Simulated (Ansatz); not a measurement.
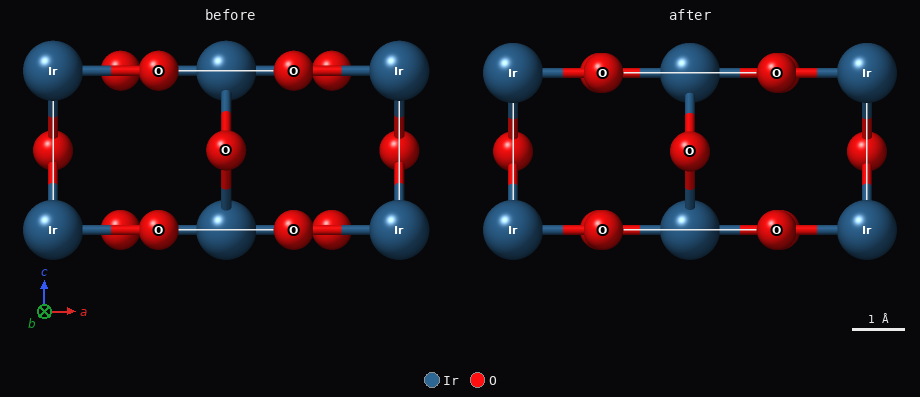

The structure of solid IrO4 (a generated structure, set up in Cmmm) (coarse preliminary run) before (left) and after (right) a relaxation, at one scale.

Style: ball-and-stick. Shown: the conventional cell (2 times the calculation's cell), along the b axis. Lengths and directions refer to the drawn axes.

Theory: Ansatz 0.2.0, DFT PBE, scalar-relativistic, plane waves, PAW. Settings: plane-wave cutoff 420 eV; k-point mesh 4 × 4 × 6; occupations gaussian; smearing width 0.1 eV; collinear spin; cell and atoms relaxed; force threshold 0.04 eV/Å; at most 70 steps.

Summarise the run.

Answer. The largest moves relative to the cell, 0.35 Å, are those of O atoms. Ir stays in place. The drawn cell changes as follows: a 6.756 → 6.904 Å (+2.2 %), b 6.756 → 6.913 Å (+2.3 %), c 3.105 → 3.064 Å (−1.3 %); the volume changes by +3.1 %. Among the contacts that change: Ir–O 2.061 → 1.759 Å, Ir–O 2.036 → 1.968 Å. Bond angles that change, for instance: O–Ir–O 80.6° → 77.8°, O–Ir–O 99.4° → 102.2°, Ir–O–Ir 99.4° → 102.2°. The space group stays Cmmm (No. 65). After 6 accepted moves (8 points after the start) the energy has fallen by 2.118 eV per cell of the calculation. The largest force component goes from 3.1 to 0.025 eV/Å. The pressure goes from −18.21 to 0.21 GPa. The line search rejected the trial step at point 2 of the run. The SCF was repeated once at an unchanged geometry on a basis and grid sized afresh for the cell, which shifted the energy by 14.4 meV per cell of the calculation at most. The program noted that the starting moments weren't kept. The run may lie on a higher electronic state than the lowest, so the end point isn't shown to be the ground-state structure.
